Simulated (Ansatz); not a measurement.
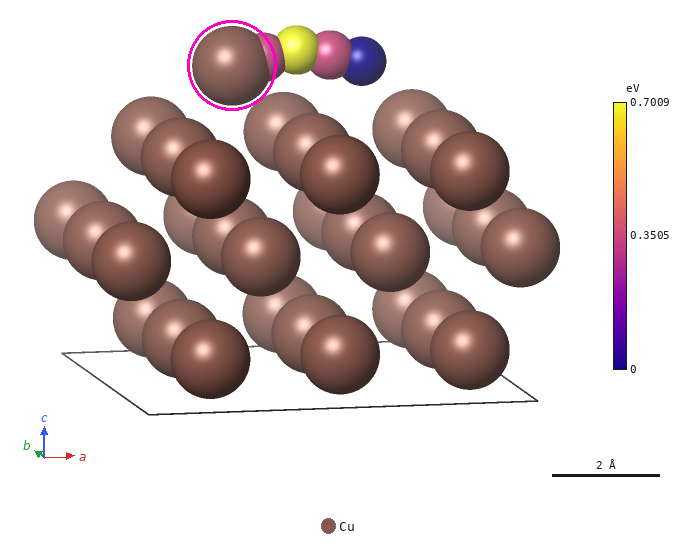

NEB run on Cu on Cu(100) (28 atoms in the cell). Images are numbered from 0 (start) to 4 (end). The start is drawn whole; smaller spheres mark the moving atoms (Cu) in the later images, joined by lines and coloured by the energy of the image relative to the start. Style: spheres-only. Shown: the simulation cell, with the vacuum cut short (origin moved), slightly off an axis. The moving atom is ringed, with any periodic copies.

The calculation used DFT LDA, scalar-relativistic, plane waves, PAW (Ansatz 0.2.0). Run with plane-wave cutoff 420 eV; k-point mesh 3 × 3 × 1; Gaussian smearing 0.1 eV; 9 atoms held fixed; 3 movable images; climbing image; force threshold 0.04 eV/Å; iteration limit 80.

Question: What moves, how far, and at what cost in energy?

Answer: The adsorbate starts on a hollow site and hops by a lattice vector of the surface; other mechanisms, such as exchange with a surface atom, weren't searched. A Cu atom travels furthest, 2.49 Å from end to end, on a path that bends up to 0.26 Å away from the straight line. At the highest image its nearest neighbour (Cu) is 2.24 Å away, against 2.34 Å at the start, and the surrounding atoms stand up to 0.08 Å off the mean of their end positions. The two ends have the same energy, and the highest point, image 2, lies 0.70 eV above the start. The band is converged.

Limits of the set-up: the periodic images lie only 7.5 Å apart, so the values are limited by the cell's size.

Cost: 8.5 min on 8 threads of AMD EPYC 9R45 96-Core Processor (Zen 5), with other jobs on the host, peak memory 11 GiB.
